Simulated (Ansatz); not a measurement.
FeO

Input

```
crystal:
  lattice:
    - [2.8685984254, -0.0011402882, -0.0263232896]
    - [0.0026568262, 4.9491056519, -0.0519223275]
    - [0.0524266202, 1.7105104544, 5.4469937458]
  atoms:
    - { symbol: Fe, position: [0.5, 0.0, 0.5], spin: -3.6 }
    - { symbol: Fe, position: [0.0, 0.5, 0.5], spin: -3.6 }
    - { symbol: Fe, position: [0.0, 0.0, 0.0], spin: 3.6 }
    - { symbol: Fe, position: [0.5, 0.5, 0.0], spin: 3.6 }
    - { symbol: O, position: [-6.2161e-06, 0.7500044222, 0.74998077] }
    - { symbol: O, position: [0.4999890774, 0.7500077124, 0.2499759744] }
    - { symbol: O, position: [1.0000062161, 0.2499955778, 0.25001923] }
    - { symbol: O, position: [0.5000109226, 0.2499922876, 0.7500240256] }
basis:
  ecutwfc: 420
kpoints:
  mp_grid: { grid: [12, 8, 8] }
hamiltonian:
  xc: pbe
scf:
  occupations: { method: gaussian, width: 0.1 }
output:
  forces: true
  stress: true
  eigenvalues: true
  populations: true
  write_density: true
  write_potential: true
  elf: true
  volumetric_format: npy
magnetization:
  spin_polarized: true
relax:
  adjacent_minimum: "off"
  f_tol: 0.005
  max_steps: 80
  cell: { stress_tol: 0.05 }
```

Run with:

```sh
ansatz run input.yaml --threads 2 --pin off --max-ram 5120MiB --backend cpu --events-out ev --progress --plain --runs-dir out
```

The fields are those of the run's last geometry, not of the input's.

Space group R-3m; a structure from a database of computed crystals, not necessarily the ambient phase; spin-polarised.

These are results of Ansatz, DFT PBE, scalar-relativistic, plane waves, PAW, not measurements.

In a PAW calculation such maps are meaningful between the atoms, not at the nuclei.

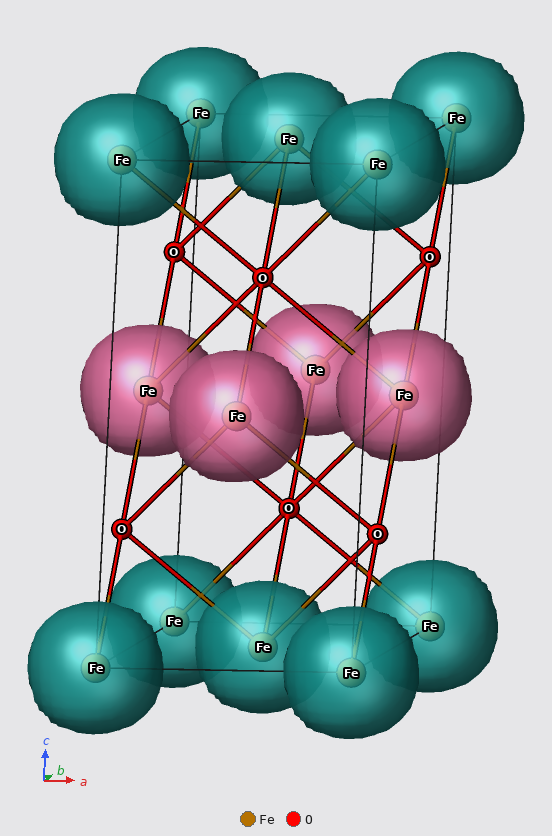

Figure 1. Isosurfaces of the spin density (up minus down) at +0.4 (teal) and −0.4 e/Å³ (pink), seen slightly off an axis. Sticks mark near contacts.

Question: Which atoms carry the moments, and with what signs?

Answer: The spin density sits on Fe: +3.3 μB (×2) and −3.3 μB (×2) in one cell of 8 atoms: antiferromagnetic in this solution, which needn't be the ground state, with nearest magnetic neighbours parallel and the sign changing further off. The cell of the calculation (8 atoms) carries 0.0 μB of net spin moment.

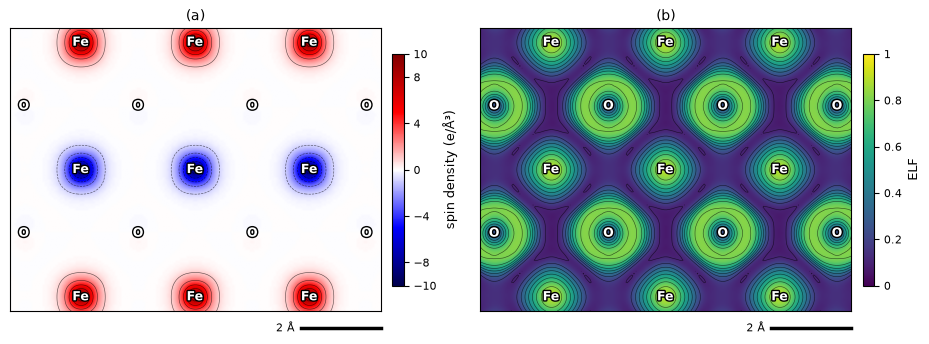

Figure 2. (a) spin density; (b) electron localisation function on the (011) plane of the calculation cell.

Question: Describe what can be read from this map.

Answer: Atoms in the plane: Fe and O. Fe–O (2.14 Å): the ELF peaks at about 0.80 in the valence shell of O, 0.6 Å from its nucleus, and is about 0.15 at the midpoint (no shared electron pair shows on this line). The features right at Fe lie inside the PAW spheres, where the map follows smoothed inner orbitals and isn't to be read closely.

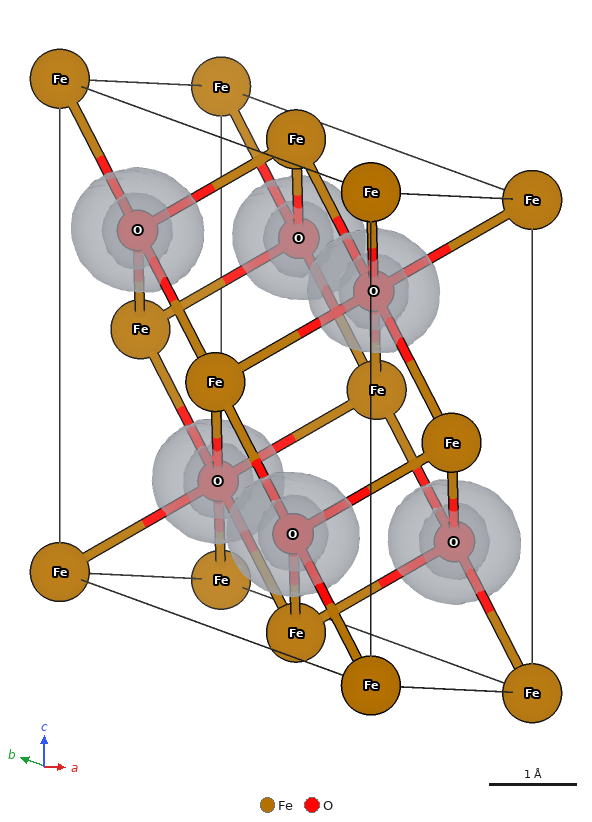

Figure 3. Isosurface of the electron localisation function at 0.75 (grey), seen at an oblique angle. Only the valence region is drawn (cores and ρ < 0.01 e/Å³ removed). Sticks mark near contacts.

Question: Describe the localisation domains.

Answer: The surface consists of four regions wrapped around O (the valence shell of each), counted in one cell of 8 atoms. Any copies at cell faces, edges or corners count once.

Question: Metal or insulator at this level of theory?

Answer: It is metallic or semimetallic at this level of theory: no gap opens; semilocal functionals without U, or without the true magnetic order, often close the gap of such compounds.
